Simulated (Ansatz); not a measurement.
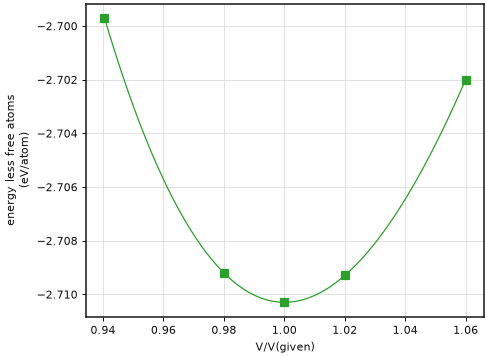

The picture above shows the energy less free atoms against V/V(given).

How it was computed, with Ansatz 0.2.0: periodic Kohn-Sham DFT of a crystal at fixed atoms, scaled to the stated factor times the given cell; pressure positive in compression, energy less spherical unpolarised free atoms. Level: PBE.

For which of these solids was it computed?
A. Ge, Fd-3m (No. 227), 23.9 Å³/atom
B. Cl, Fd-3m (No. 227), 33.9 Å³/atom
C. AgCl, F-43m (No. 216), 27.8 Å³/atom
D. Cu, Fm-3m (No. 225), 11.8 Å³/atom

Answer. C, AgCl: energy less free atoms from −2.7103 eV/atom to −2.6997 eV/atom, V0 27.81 Å³/atom, B0 30.2 GPa. The others give: Ge, energy less free atoms from −4.5083 eV/atom to −4.4908 eV/atom, V0 23.91 Å³/atom, B0 58.6 GPa; Cl, energy less free atoms from −0.9959 eV/atom to −0.9906 eV/atom, V0 33.89 Å³/atom, B0 17.5 GPa; Cu, energy less free atoms from −3.7614 eV/atom to −3.7320 eV/atom, V0 11.95 Å³/atom, B0 141 GPa.

For Ge, limits of the calculation: small gap, it may come from the mesh.
